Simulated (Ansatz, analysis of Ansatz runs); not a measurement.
# Reproducing a measured local vibrational mode: interstitial H+ in rutile SnO2

Subject: interstitial H+ in rutile SnO2. Wanted: its local vibrational mode, in one set-up (PBE, 96-site cell, PBE lattice, 420 eV, k: the single point 1/4 1/4 1/4, symmetric start). The model is a cell of 96 host atoms with 1 H put in. The frequencies come from force constants among the defect atom and its neighbours, with the masses of the isotopes named. Another start tests whether the structure found is the lowest.

Measured beforehand: O-H stretch, 1H: 3156.1 cm⁻¹ at 4.2 K, by polarized FTIR absorption (“Hydrogen impurities and shallow donors in SnO2 studied by infrared spectroscopy”, 2011, F. Bekisli et al.). O-D stretch, 2H: 2360.4 cm⁻¹ at 4.2 K, by polarized FTIR absorption (“Hydrogen impurities and shallow donors in SnO2 studied by infrared spectroscopy”, 2011, F. Bekisli et al.). The runs below try to reproduce this.

Program: Ansatz 0.2.0. Level of theory: plane-wave PAW DFT, PBE; relaxation of all atoms of a defect supercell. Results are calculated unless marked as measured.

**1. The structure**

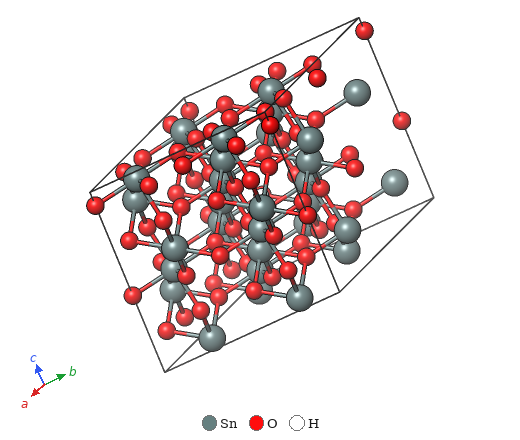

Start, viewed slightly off an axis; tin teal, oxygen red, hydrogen white. Bonds to atoms that aren't drawn are left out. Some periodic images of atoms are drawn too.

The cell holds 97 atoms: 32 Sn, 64 O and 1 H. Cell: a = 11.625 Å, b = 11.625 Å, c = 13.653 Å, α = 54.0°, β = 54.0°, γ = 71.9°. It derives from SnO2 (space group P4_2/mnm). Nearest the centre at fractional (0.278, 0.472, 0.699): H97 at 0.00 Å, O20 at 1.01 Å, Sn85 at 2.32 Å, Sn14 at 2.32 Å, Sn39 at 2.32 Å, O89 at 2.35 Å, O18 at 2.35 Å, O47 at 2.53 Å. The cell carries charge +1.

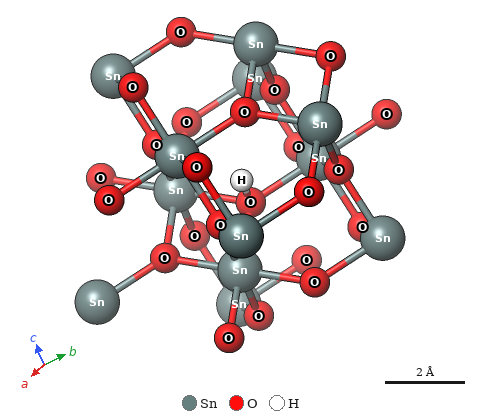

The atoms within 5 Å of the centre.

The host's primitive cell comes from a first run (plane-wave PAW DFT, PBE; relaxation of the host's cell and atoms): vectors of 4.827, 4.827 and 3.238 Å. That is 12.57 Å³ an atom, 5.5 % over the diffraction cell's volume. The supercell is built on it.

**2. Relaxation, charge +1**

Every later number rests on the structure around the defect, so the atoms are relaxed at the host's lattice first.

File relax/input.yaml:

```yaml
relax:
  f_tol: 0.01
  max_steps: 80
  escape_saddle: false
crystal:
  lattice:
    - [0.0, 9.65383558, 6.47657049]
    - [9.65383558, 0.0, 6.47657049]
    - [9.65383558, 9.65383558, 0.0]
  atoms:
    - { symbol: Sn, position: [0.0, 0.0, 0.0] }
    - { symbol: Sn, position: [0.25, 0.25, 0.25] }
    - { symbol: Sn, position: [0.125, 0.125, 0.125] }
    - { symbol: Sn, position: [0.375, 0.375, 0.375] }
    - { symbol: O, position: [0.0, 0.0, 0.153285434] }
[... 4 atom lines left out ...]
    - { symbol: O, position: [0.25, 0.25, 0.096714566] }
[... 3 atom lines left out ...]
    - { symbol: Sn, position: [0.25, 0.25, 0.75] }
[... 1 atom line left out ...]
    - { symbol: Sn, position: [0.375, 0.375, 0.875] }
[... 1 atom line left out ...]
    - { symbol: O, position: [0.25, 0.25, 0.903285434] }
    - { symbol: O, position: [0.028285434, 0.221714566, 0.875] }
    - { symbol: O, position: [0.278285434, 0.471714566, 0.625] }
[... 1 atom line left out ...]
    - { symbol: O, position: [0.25, 0.25, 0.596714566] }
    - { symbol: O, position: [0.221714566, 0.028285434, 0.875] }
    - { symbol: O, position: [0.471714566, 0.278285434, 0.625] }
    - { symbol: Sn, position: [0.0, 0.5, 0.0] }
    - { symbol: Sn, position: [0.25, 0.75, 0.25] }
[... 1 atom line left out ...]
    - { symbol: Sn, position: [0.375, 0.875, 0.375] }
[... 1 atom line left out ...]
    - { symbol: O, position: [0.25, 0.75, 0.403285434] }
[... 4 atom lines left out ...]
    - { symbol: O, position: [0.221714566, 0.528285434, 0.375] }
[... 1 atom line left out ...]
    - { symbol: Sn, position: [0.0, 0.5, 0.5] }
    - { symbol: Sn, position: [0.25, 0.75, 0.75] }
    - { symbol: Sn, position: [0.125, 0.625, 0.625] }
[... 1 atom line left out ...]
    - { symbol: O, position: [0.0, 0.5, 0.653285434] }
    - { symbol: O, position: [0.25, 0.75, 0.903285434] }
    - { symbol: O, position: [0.028285434, 0.721714566, 0.875] }
[... 1 atom line left out ...]
    - { symbol: O, position: [0.0, 0.5, 0.846714566] }
    - { symbol: O, position: [0.25, 0.75, 0.596714566] }
    - { symbol: O, position: [0.221714566, 0.528285434, 0.875] }
    - { symbol: O, position: [0.471714566, 0.778285434, 0.625] }
[... 11 atom lines left out ...]
    - { symbol: O, position: [0.971714566, 0.278285434, 0.125] }
[... 2 atom lines left out ...]
    - { symbol: Sn, position: [0.625, 0.125, 0.625] }
    - { symbol: Sn, position: [0.875, 0.375, 0.875] }
[... 2 atom lines left out ...]
    - { symbol: O, position: [0.528285434, 0.221714566, 0.875] }
[... 1 atom line left out ...]
    - { symbol: O, position: [0.5, 0.0, 0.846714566] }
    - { symbol: O, position: [0.75, 0.25, 0.596714566] }
[... 3 atom lines left out ...]
    - { symbol: Sn, position: [0.75, 0.75, 0.25] }
[... 3 atom lines left out ...]
    - { symbol: O, position: [0.75, 0.75, 0.403285434] }
    - { symbol: O, position: [0.528285434, 0.721714566, 0.375] }
[... 1 atom line left out ...]
    - { symbol: O, position: [0.5, 0.5, 0.346714566] }
[... 1 atom line left out ...]
    - { symbol: O, position: [0.721714566, 0.528285434, 0.375] }
[... 1 atom line left out ...]
    - { symbol: Sn, position: [0.5, 0.5, 0.5] }
[... 1 atom line left out ...]
    - { symbol: Sn, position: [0.625, 0.625, 0.625] }
[... 1 atom line left out ...]
    - { symbol: O, position: [0.5, 0.5, 0.653285434] }
[... 3 atom lines left out ...]
    - { symbol: O, position: [0.5, 0.5, 0.846714566] }
[... 2 atom lines left out ...]
    - { symbol: O, position: [0.971714566, 0.778285434, 0.625] }
    - { symbol: H, position: [0.278285434, 0.471714566, 0.698875] }
total_charge: 1
basis:
  ecutwfc: 420
  xc_grid: 2
hamiltonian:
  xc: pbe
kpoints:
  mp_grid: { grid: [1, 1, 1], shift: [0.25, 0.25, 0.25] }
scf:
  occupations: { method: fermi_dirac, width: 0.01 }
  max_iter: 120
output:
  forces: true
checkpoint:
  write: "../relax.run"
  compress: false
  write_wavefunctions: true
  write_every: 100000
```

Launch:

```
> ansatz run input.yaml --threads 4 --pin off --max-ram 7536MiB --backend cpu --events-out ev --progress --plain --runs-dir out
```

Numbers of over 12 decimals in the logs are rounded to 6 here.

What it wrote:

```text
[... repeated set-up lines and file paths are left out, and long positions are rounded to six places ...]
Engine: ansatz 0.2.0, aarch64-unknown-linux-gnu
Pseudopotentials: kind: paw
Pseudopotential: Sn, paw, valence charge 14, recommended cutoff 420 eV (normal), Sn.paw.azcp
Pseudopotential: O, paw, valence charge 6, recommended cutoff 420 eV (normal), O.paw.azcp
Pseudopotential: H, paw, valence charge 1, recommended cutoff 420 eV (normal), H.paw.azcp
Functional definition: PBE
  parameter kappa = 0.804
  parameter beta = 0.066725
  exchange = pbe_x(kappa = kappa, mu = beta*pi^2/3)
  correlation = pbe_c(beta = beta)
Crystal: 97 atoms, lattice volume = 1207.188 Å³
Basis set: ecut = 420 eV, 23633 PW (Γ), exchange–correlation on 160×160×192 points (8 copies of the dense FFT grid, shifted against one another)
Bands: 513, of which v1, the nominal top of the filled ones, is band 416 counted from 1 (415 counted from 0)
Symmetry: 1 space group operations
k-points: 1
Non-local potential: Sn, projectors of the file, l = 0: 2, l = 1: 2, l = 2: 2, l = 3: 2
Non-local potential: O, projectors of the file, l = 0: 2, l = 1: 2, l = 2: 1
Non-local potential: H, projectors of the file, l = 0: 2, l = 1: 1
PAW form: soft (Blöchl's): semilocal exchange-correlation on the pseudo side does not see the compensation charge
PAW one-centre angular grid: Sn, 590 points (default); XC on 64 Gauss nodes
PAW one-centre angular grid: O, 110 points (default); XC on 64 Gauss nodes
PAW one-centre angular grid: H, 110 points (default); XC on 64 Gauss nodes
Initial density: superposition of atomic densities (neutral atoms scaled as one to the charged cell's electrons: chi_scale 0, normalization atom), corrected by the library's trained network
Initial wavefunctions: pseudopotential atomic-orbital guess
Functional: x = pbe(κ = 0.804, μ = 0.219515), c = pbe(β = 0.066725)
SCF iter   1: F=—  HF=-229112.242339 eV  |F-HF|=—  |Δ(HF+E_count)|=         —  Δρ=3.13e-3  dr2=8.06e-2  ethr=1.77e-3  ⟨swp⟩=5.0  Hψ=1873  notcnv=0  defer=55
preconditioner: auto → Resta (q_TF=auto, 2.564 Å⁻¹)  ε∞=3.6  [insulator: Δε(μ)=1.179 eV  Ē_g=19.298 eV  σ=0.010 eV  W_gap=1.00  n_scr=352 (ndim 8)  ℏωp=30.8 eV  f_vac=0.035  D(μ)=0.00/eV (n_scr^D=0)  ε∞_Penn≈3.6]
SCF iter   2: F=—  HF=-229112.226004 eV  |F-HF|=—  |Δ(HF+E_count)|=   1.63e-2  Δρ=1.30e-3  dr2=1.41e-2  ethr=9.68e-6  ⟨swp⟩=2.0  Hψ=1012  notcnv=0  defer=91
SCF iter   3: F=—  HF=-229112.223600 eV  |F-HF|=—  |Δ(HF+E_count)|=   2.40e-3  Δρ=4.69e-4  dr2=2.65e-3  ethr=1.69e-6  ⟨swp⟩=2.0  Hψ=844  notcnv=0  defer=91
SCF iter   4: F=—  HF=-229112.223082 eV  |F-HF|=—  |Δ(HF+E_count)|=   5.18e-4  Δρ=1.78e-4  dr2=3.48e-4  ethr=3.18e-7  ⟨swp⟩=2.0  Hψ=681  notcnv=0  defer=91
SCF iter   5: F=—  HF=-229112.224510 eV  |F-HF|=—  |Δ(HF+E_count)|=   1.43e-3  Δρ=5.74e-5  dr2=3.35e-5  ethr=4.19e-8  ⟨swp⟩=2.0  Hψ=674  notcnv=0  defer=91
SCF iter   6: F=—  HF=-229112.224518 eV  |F-HF|=—  |Δ(HF+E_count)|=   7.44e-6  Δρ=3.38e-5  dr2=1.19e-5  ethr=4.02e-9  ⟨swp⟩=3.0  Hψ=840  notcnv=0  defer=91
SCF iter   7: F=-229112.224518 eV  HF=-229112.224518 eV  |F-HF|=2.34e-7  |Δ(HF+E_count)|=   4.37e-8  Δρ=7.00e-6  dr2=6.65e-7  ethr=3.00e-10  ⟨swp⟩=3.0  Hψ=1819  notcnv=0
SCF 1 converged in 7 iterations: F = -229112.224518 eV  dr2 = 6.65e-7
  greatest PAW one-centre occupation: 0.996 electrons in one spin orbital (limit 2), on the Sn atom at site 13 (counted from 0), in its partial waves of l = 2
relax step   1: F+E_penalty+E_count = -229112.22451781 eV  Δ(F+E_penalty+E_count) = +0.000e0 eV  max|allowed force component| = 3.254e0 eV/Å  Δτ_max = 0.0000 Å  (7 SCF iters, dr2 threshold 2.50e-6 eV, accepted)
[... the SCF cycles and remarks between the steps are left out from here to the last step ...]
relax step   2: F+E_penalty+E_count = -229113.26134601 eV  Δ(F+E_penalty+E_count) = -1.037e0 eV  max|allowed force component| = 5.680e-1 eV/Å  Δτ_max = 0.1958 Å  (7 SCF iters, dr2 threshold 1.00e-4 eV, accepted)
relax step   3: F+E_penalty+E_count = -229113.33647941 eV  Δ(F+E_penalty+E_count) = -7.513e-2 eV  max|allowed force component| = 2.203e-1 eV/Å  Δτ_max = 0.0832 Å  (6 SCF iters, dr2 threshold 2.02e-5 eV, accepted)
relax step   4: F+E_penalty+E_count = -229113.35119324 eV  Δ(F+E_penalty+E_count) = -1.471e-2 eV  max|allowed force component| = 9.938e-2 eV/Å  Δτ_max = 0.0215 Å  (6 SCF iters, dr2 threshold 3.03e-6 eV, accepted)
relax step   5: F+E_penalty+E_count = -229113.35866918 eV  Δ(F+E_penalty+E_count) = -7.476e-3 eV  max|allowed force component| = 2.811e-1 eV/Å  Δτ_max = 0.0701 Å  (7 SCF iters, dr2 threshold 1.49e-6 eV, accepted)
relax step   6: F+E_penalty+E_count = -229113.36173964 eV  Δ(F+E_penalty+E_count) = -3.070e-3 eV  max|allowed force component| = 3.736e-2 eV/Å  Δτ_max = 0.0189 Å  (4 SCF iters, dr2 threshold 1.61e-5 eV, accepted)
SCF iter   1: F=—  HF=-229113.360993 eV  |F-HF|=—  |Δ(HF+E_count)|=         —  Δρ=3.13e-4  dr2=4.26e-4  ethr=3.74e-7  ⟨swp⟩=4.0  Hψ=1255  notcnv=0  defer=91
SCF iter   2: F=—  HF=-229113.360880 eV  |F-HF|=—  |Δ(HF+E_count)|=   1.13e-4  Δρ=1.52e-4  dr2=9.53e-5  ethr=5.12e-8  ⟨swp⟩=2.0  Hψ=751  notcnv=0  defer=91
SCF iter   3: F=—  HF=-229113.362002 eV  |F-HF|=—  |Δ(HF+E_count)|=   1.12e-3  Δρ=4.50e-5  dr2=1.95e-5  ethr=1.14e-8  ⟨swp⟩=2.0  Hψ=838  notcnv=0  defer=91
SCF iter   4: F=—  HF=-229113.361999 eV  |F-HF|=—  |Δ(HF+E_count)|=   2.47e-6  Δρ=1.56e-5  dr2=2.73e-6  ethr=2.35e-9  ⟨swp⟩=2.0  Hψ=678  notcnv=0  defer=91
SCF iter   5: F=—  HF=-229113.361999 eV  |F-HF|=—  |Δ(HF+E_count)|=   1.35e-7  Δρ=4.33e-6  dr2=2.59e-7  ethr=3.29e-10  ⟨swp⟩=2.0  Hψ=642  notcnv=0  defer=91
SCF iter   6: F=-229113.361999 eV  HF=-229113.361999 eV  |F-HF|=5.81e-8  |Δ(HF+E_count)|=   6.40e-8  Δρ=2.94e-6  dr2=9.15e-8  ethr=1.20e-11  ⟨swp⟩=5.0  Hψ=1723  notcnv=0
SCF 7 converged in 6 iterations: F = -229113.361999 eV  dr2 = 9.15e-8
relax step   7: F+E_penalty+E_count = -229113.36199891 eV  Δ(F+E_penalty+E_count) = -2.593e-4 eV  max|allowed force component| = 8.757e-3 eV/Å  Δτ_max = 0.0054 Å  (6 SCF iters, accepted)
NSCF: frozen V_eff on 1 k-points
the band table was solved once a step of the walk had ended and its energy, with any forces and stress, was formed, with the checks that follow a solve (2014 applications of the Hamiltonian). They found nothing against the state; [...]
SCF converged after 6 iterations
Free energy (F): -229113.361999 eV
Harris-Foulkes:  -229113.361999 eV  (|F-HF|=5.81e-8)
Internal energy: -229113.361999 eV  (E = F + TS)
E sigma→0 (E₀):  -229113.361999 eV
Fermi energy:    9.331892 eV
--- Per-component energies (eV) ---
  E_band       = -2466.711381
  E_kinetic    = 17251.707800
  E_local      = -47386.508385  (includes V_loc(G=0)·N_el)
  E_nonlocal   = 2142.154087
  E_hartree    = 24371.201997
  E_xc         = -16851.315263
  E_vxc        = -8985.910706  (∫ρ·V_xc dr)
  E_paw        = -142855.107867  (= ΣΔE_a)
  E_vpaw       = -14230.717289  (= ΣTr[D̂ρ^β])
  E_aug_tail   = 0.156566  (compensation charges beyond the density's cutoff)
  E_ewald      = -65785.650934
  E_smearing   = -0.000000  (= −TS)
  E_closure    = -0.000000  (closes the sum)
  E_deformation_potential = 16.959088  (in the stress; not in F)
  Σ components = -229113.361999   (vs F -229113.361999, Δ=0.00e0)
--- Forces (eV/Å), atoms counted from 1 ---
  atom   1  Sn     0.00012276     0.00230986    -0.00242889
  atom   2  Sn     0.00040627    -0.00127065    -0.00035376
  [... 11 atoms left out ...]
  atom  14  Sn    -0.00319815     0.00546355    -0.00039020
  [... 3 atoms left out ...]
  atom  18  O     -0.00059865    -0.00074504     0.00263174
  [... 1 atom left out ...]
  atom  20  O      0.00591221    -0.00875645    -0.00014998
  [... 18 atoms left out ...]
  atom  39  Sn     0.00299880    -0.00205393     0.00022577
  [... 5 atoms left out ...]
  atom  45  O      0.00073094    -0.00019176     0.00206517
  atom  46  O      0.00061281    -0.00025192    -0.00231921
  atom  47  O     -0.00224680    -0.00065703    -0.00007148
  [... 37 atoms left out ...]
  atom  85  Sn    -0.00303662     0.00552238     0.00073544
  [... 3 atoms left out ...]
  atom  89  O     -0.00031897    -0.00058955    -0.00271483
  [... 7 atoms left out ...]
  atom  97  H     -0.00176142    -0.00038451     0.00016790
  max |Σ_I F_I| component: 1.85e-5 eV/Å
--- Band table (eV) ---
  k-point 0: bands = ["-12.4289", "-12.2787", "-12.2057", "-12.1875", [... 505 left out ...] "19.3368", "19.3920", "19.4068", "19.4104"]
--- Relaxed structure (7 steps of the walk, 7 accepted, 0 SCFs on fresh bases) ---
  F+E_penalty+E_count = -229113.36199891 eV   max|allowed force component| = 8.757e-3 eV/Å
  atoms:
    - { symbol: Sn, position: [-0.001632, -0.001138, 0.001336] }
    - { symbol: Sn, position: [0.251455, 0.248900, 0.250609] }
    [... 11 atoms left out ...]
    - { symbol: Sn, position: [0.251609, 0.238538, 0.755056] }
    [... 3 atoms left out ...]
    - { symbol: O, position: [0.253044, 0.248797, 0.901892] }
    [... 1 atom left out ...]
    - { symbol: O, position: [0.274853, 0.475336, 0.643989] }
    [... 18 atoms left out ...]
    - { symbol: Sn, position: [0.113257, 0.636762, 0.621351] }
    [... 5 atoms left out ...]
    - { symbol: O, position: [-0.000909, 0.503763, 0.843449] }
    - { symbol: O, position: [0.246117, 0.751017, 0.596304] }
    - { symbol: O, position: [0.224096, 0.525830, 0.863131] }
    [... 37 atoms left out ...]
    - { symbol: Sn, position: [0.511495, 0.498394, 0.495249] }
    [... 3 atoms left out ...]
    - { symbol: O, position: [0.501278, 0.496990, 0.653731] }
    [... 7 atoms left out ...]
    - { symbol: H, position: [0.266710, 0.483249, 0.716589] }
```

The job ended after 4.7 min (4 threads of Arm Neoverse V1, shared host; peak memory 3.6 GiB; 18 min of CPU time).

[end of part 1 of 2]

[Logs are printed without paths, hosts, clocks, repeated set-up lines and the standing remarks that a program may print on its own settings, such as how far it seeks lower states.]

[Hosts, paths, dates, database ids (printed as entryN), source tags and the programs' standing remarks are cut or masked in the printed files.]

[For some hosts the program warned that the k-mesh of the response run may be too coarse for force constants and the static dielectric constant; such warnings are not shown here.]
